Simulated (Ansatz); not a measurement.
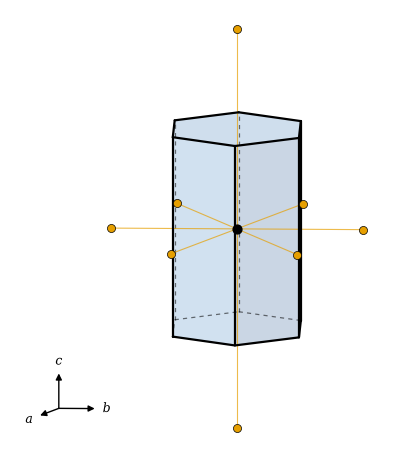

Crystal: GaN, a calculation's input that goes back to an entry of the Crystallography Open Database (an earlier step may have relaxed or displaced it). The Wigner–Seitz cell of the crystal's lattice, with lines to the lattice points that define its faces. The drawing is computed from the coordinates (standard cell, symmetry found to 0.002 Å).

a = 3.180 Å, b = 3.180 Å, c = 5.166 Å, α = 90.00°, β = 90.00°, γ = 120.00°; space group P6₃mc (No. 186).

### What is the cell's combinatorial type?

A hexagonal prism: 8 faces (6 with 4 edges, 2 with 6 edges), 18 edges, 12 vertices. Its volume is that of the primitive cell, 45.2 Å³.

### Which lattice vectors do the faces bisect?

```json
{"example": "a + b", "length (Å)": "3.18", "faces": "6", "edges of each": "4", "area (Å²)": "9.5"}
{"example": "c", "length (Å)": "5.17", "faces": "2", "edges of each": "6", "area (Å²)": "8.8"}
```
